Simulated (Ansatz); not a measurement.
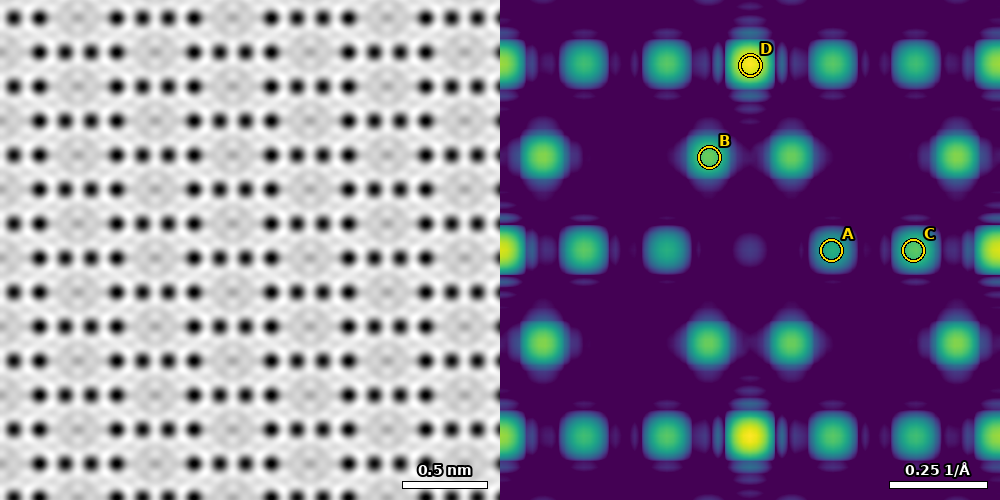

HRTEM-like image of Bi (P6_3/mmc, No. 194) along [101]. Simulated in the weak-phase-object approximation with neutral-atom potentials: 300 kV, Cs = 40 µm, defocus −106 Å (negative is underfocus), defocus spread 12 Å, aperture 1.15 1/Å. Atomic positions: the end point of a relaxation with Ansatz 0.2.0, DFT PBE, scalar-relativistic, plane waves, PAW; the starting structure was generated, so it need not be a known form of this composition.

The right panel is the modulus of the image's Fourier transform on a logarithmic scale.

a = 5.404 Å, b = 5.404 Å, c = 6.492 Å, α = 90.00°, β = 90.00°, γ = 120.00°

Question: Index the marked spots and give their plane spacings (the zone axis points at the viewer; indices equivalent by symmetry, or all signs reversed, are as good).

Answer: A: (0 -1 0), d = 4.68 Å; B: (1 0 -1), d = 3.80 Å; C: (0 -2 0), d = 2.34 Å; D: (2 -1 -2), d = 2.08 Å. A and B enclose 114°, and every spot obeys the zone law hu + kv + lw = 0 for [101].
